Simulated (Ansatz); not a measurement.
Single-point calculation of AlN

System: AlN (2 atoms in the cell).
Method: DFT PBE+D3(BJ), scalar-relativistic, plane waves, PAW, no spin polarisation (Ansatz 0.2.0).

The structure was made by swapping elements on the sites of another compound; it need not be a known phase. It belongs to a series of runs on one base structure; here: B -> Al on all its sites, cell and atoms relaxed.

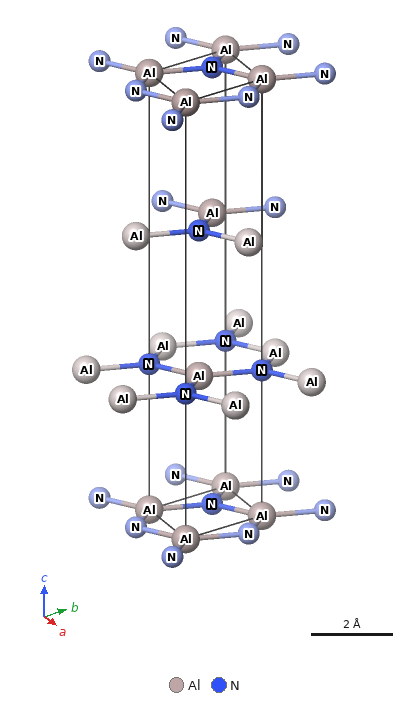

**Figure 1.** The structure as given in the input (ball-and-stick view of the cell 3 times as large as that of the calculation, set on its symmetry axes, seen slightly off an axis; neighbours outside the cell are drawn fainter). Near neighbours in the crystal (not all of them lie inside the picture): Al has 3 N at 1.65 Å; N has 3 Al at 1.65 Å.

**Summary**

| quantity | value |
| --- | --- |
| outcome | converged |
| space group (tolerance 0.01 Å) | R3m (160) |
| electrons treated | 8 |
| free energy | −922.6599 eV |
| Fermi energy | 5.065 eV |
| gap on the k-point mesh | 2.72 eV |
| pressure | 46.65 GPa |
| largest force (length of the vector) | 0.049 eV/Å |
| hardware | 1 thread of Intel Xeon (Granite Rapids), 128 GiB of memory available, shared host |
| wall time | 0.54 s |
| peak memory | 0.31 GiB |

**Input**
```yaml
crystal:
  lattice:
    - [1.4309353038, 0.8261508828, 3.7626108303]
    - [-1.4309353038, 0.8261508828, 3.7626108303]
    - [0.0, -1.6523017657, 3.7626108303]
  atoms:
    - { symbol: Al, position: [0.9996975442, 0.9996975442, 0.9996975442] }
    - { symbol: "N", position: [0.3327354558, 0.3327354558, 0.3327354558] }
basis:
  ecutwfc: 420
kpoints:
  mp_grid: { grid: [6, 6, 6] }
hamiltonian:
  xc: pbe
  dispersion: d3bj
scf:
  occupations: { method: gaussian, width: 0.1 }
output:
  forces: true
  stress: true
  eigenvalues: true
```

Launch command:
```bash
ansatz run input.yaml --threads 1 --pin off --max-ram 2560MiB --backend cpu --events-out ev --progress --plain --runs-dir out
```

**Log**
```
basis.fft_grid_basis auto: the FFT boxes are laid along the combinations [[1, 0, -1], [0, 1, -1], [0, 0, 1]] of the cell's own vectors, 2.862, 2.862 and 4.109 Å long. The dense box has 20×20×30 points. Along the cell's own vectors, as sized, it would have 30×30×30, 2.25 times as many. Of the 6 symmetry operations that the crystal satisfies within crystal.symmetry.tolerance (time reversal apart; of a slab, those that keep its plane) the dense box along the cell's own vectors carries 6, and the one as laid loses 4 of those. basis.fft_grid_basis: typed keeps the cell's own vectors: state it where this run's energies or levels are differenced outside the engine with another run's, or held beside a run that keeps those vectors.
Engine: ansatz 0.2.0, x86_64-unknown-linux-gnu
Pseudopotentials: kind: paw
Pseudopotential: Al, paw, valence charge 3, recommended cutoff 420 eV (normal), Al.paw.azcp
Pseudopotential: N, paw, valence charge 5, recommended cutoff 420 eV (normal), N.paw.azcp
Functional definition: PBE
  parameter kappa = 0.804
  parameter beta = 0.06672455060314922
  exchange = pbe_x(kappa = kappa, mu = beta*pi^2/3)
  correlation = pbe_c(beta = beta)
Crystal: 2 atoms, lattice volume = 26.688 Å³
Basis set: ecut = 420 eV, 523 PW (Γ), FFT grids on a1−a3, a2−a3, a3, exchange–correlation on 40×40×60 points (8 copies of the dense FFT grid, shifted against one another)
Bands: 8, of which v1, the nominal top of the filled ones, is band 4 counted from 1 (3 counted from 0)
Symmetry: 6 space group operations
Space group: R3m (ITA 160), of the structure as read, at distance tolerance 3.0e-5 Å
k-points: 32 of 216 (time reversal used)
Non-local potential: Al, projectors of the file, l = 0: 2, l = 1: 2, l = 2: 1
Non-local potential: N, projectors of the file, l = 0: 2, l = 1: 2, l = 2: 1
PAW form: soft (Blöchl's): semilocal exchange-correlation on the pseudo side does not see the compensation charge
PAW one-centre angular grid: Al, 110 points (default); XC on 64 Gauss nodes
PAW one-centre angular grid: N, 110 points (default); XC on 64 Gauss nodes
Initial density: superposition of atomic densities (neutral atoms: chi_scale 0, normalization atom), corrected by the library's trained network
Initial wavefunctions: pseudopotential atomic-orbital guess
Functional: x = pbe(κ = 0.804, μ = 0.2195149727645171), c = pbe(β = 0.06672455060314922)
SCF iter   1: F=—  HF=-922.658344 eV  |F-HF|=—  |Δ(HF+E_count)|=         —  Δρ=3.41e-3  dr2=2.38e-3  ethr=1.77e-3  ⟨swp⟩=5.5  Hψ=2032  notcnv=0
preconditioner: auto → none  [insulator: Δε(μ)=2.717 eV  Ē_g=14.850 eV  σ=0.100 eV  W_gap=1.00  n_scr=2 (ndim 8)  ℏωp=20.3 eV  f_vac=0.000  D(μ)=0.00/eV (n_scr^D=0)  ε∞_Penn≈2.9]
SCF iter   2: F=—  HF=-922.659361 eV  |F-HF|=—  |Δ(HF+E_count)|=   1.02e-3  Δρ=1.65e-3  dr2=4.97e-4  ethr=2.98e-5  ⟨swp⟩=1.6  Hψ=560  notcnv=0
SCF iter   3: F=—  HF=-922.659886 eV  |F-HF|=—  |Δ(HF+E_count)|=   5.25e-4  Δρ=8.73e-4  dr2=1.87e-4  ethr=6.21e-6  ⟨swp⟩=2.0  Hψ=354  notcnv=0
SCF iter   4: F=—  HF=-922.659894 eV  |F-HF|=—  |Δ(HF+E_count)|=   8.31e-6  Δρ=9.17e-5  dr2=1.58e-6  ethr=2.34e-6  ⟨swp⟩=2.6  Hψ=369  notcnv=0
SCF iter   5: F=—  HF=-922.659937 eV  |F-HF|=—  |Δ(HF+E_count)|=   4.32e-5  Δρ=1.77e-5  dr2=7.51e-8  ethr=1.97e-8  ⟨swp⟩=2.1  Hψ=361  notcnv=0
SCF iter   6: F=-922.659937 eV  HF=-922.659937 eV  |F-HF|=1.14e-9  |Δ(HF+E_count)|=   1.27e-8  Δρ=6.05e-6  dr2=4.26e-9  ethr=9.39e-10  ⟨swp⟩=2.5  Hψ=936  notcnv=0
SCF 1 converged in 6 iterations: F = -922.659937 eV  dr2 = 4.26e-9
  greatest PAW one-centre occupation: 0.814 electrons in one spin orbital (limit 2), on the N atom at site 1 (counted from 0), in its partial waves of l = 0
```

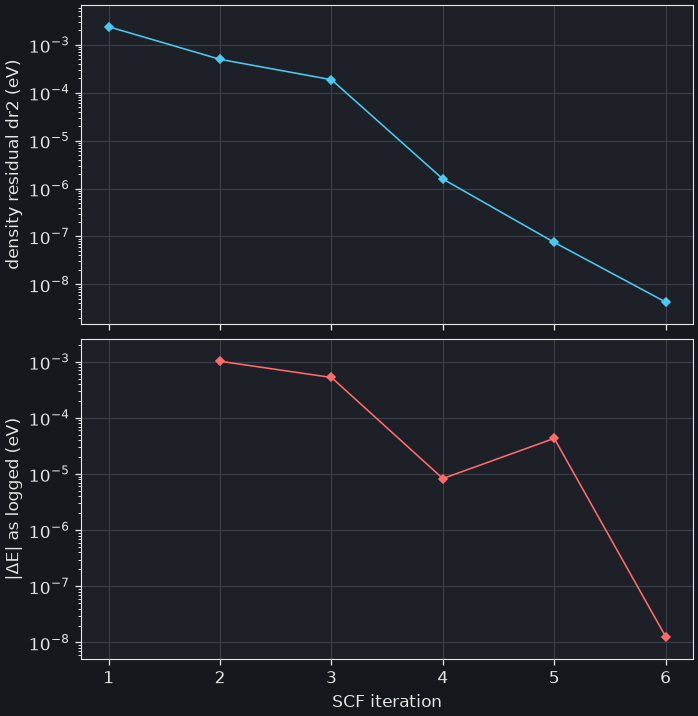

**Figure 2.** Convergence of the self-consistent field: density residual dr2 and size of the energy change against the SCF iteration. The residual falls at every step.

```
SCF converged after 6 iterations
Free energy (F): -922.659937 eV
Harris-Foulkes:  -922.659937 eV  (|F-HF|=1.14e-9)
Internal energy: -922.659937 eV  (E = F + TS)
E sigma→0 (E₀):  -922.659937 eV
Fermi energy:    5.064751 eV
--- Per-component energies (eV) ---
  E_band       = -8.239908
  E_kinetic    = 166.768022
  E_local      = -354.734435  (includes V_loc(G=0)·N_el)
  E_nonlocal   = 59.437625
  E_hartree    = 127.520146
  E_xc         = -103.130842
  E_vxc        = -109.372378  (∫ρ·V_xc dr)
  E_paw        = -597.263223  (= ΣΔE_a)
  E_vpaw       = -25.378580  (= ΣTr[D̂ρ^β])
  E_aug_tail   = 0.000104  (compensation charges beyond the density's cutoff)
  E_ewald      = -220.847924
  E_disp       = -0.409410  (pairwise vdW)
  E_smearing   = -0.000000  (= −TS)
  E_closure    = 0.000000  (closes the sum)
  Σ components = -922.659937   (vs F -922.659937, Δ=0.00e0)
--- Forces (eV/Å), atoms counted from 1 ---
  atom   1  Al     0.00000000    -0.00000000     0.04866450
  atom   2  N     -0.00000000     0.00000000    -0.04864685
  max |Σ_I F_I| component: 1.76e-5 eV/Å
--- Stress (GPa, compression-positive) ---
       71.807856      -0.000000       0.000000
       -0.000000      71.807856       0.000000
       -0.000000       0.000000      -3.655947
  P = ⅓ Tr σ = 46.6533 GPa (466.533 kbar)
--- Band table (eV; the first three rows and the last of 32) ---
  k-point 0: bands = ["-10.7091", "1.9864", "3.4064", "3.4064", "6.4203", "15.9480", "16.7302", "18.8027"]
  k-point 1: bands = ["-10.3053", "1.9896", "2.3047", "3.2200", "7.4501", "15.2754", "15.9411", "18.5093"]
  k-point 2: bands = ["-9.3198", "-0.2601", "2.8802", "3.0363", "9.3366", "12.8565", "14.2418", "18.5681"]
  k-point 31: bands = ["-10.5334", "0.0385", "3.3912", "3.3912", "11.3981", "11.8716", "18.5520", "18.5520"]
```

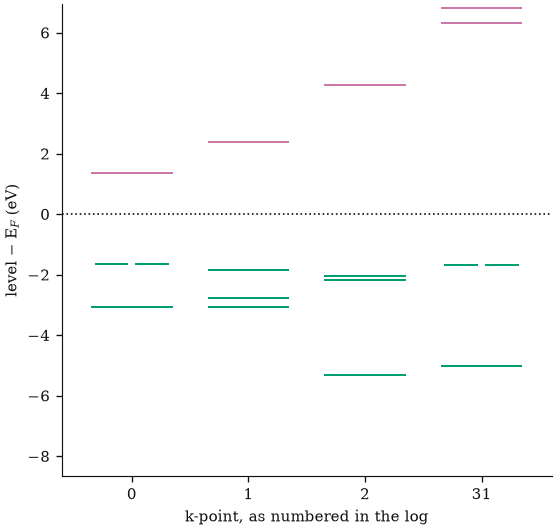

**Figure 3.** Kohn–Sham levels near the Fermi level (dotted) at the few k-points that the log prints; levels within 0.02 eV of each other stand side by side. Among these points the highest filled and lowest empty levels are 3.01 eV apart; the gap on the full mesh, 2.72 eV, has an edge at a point that isn't printed.
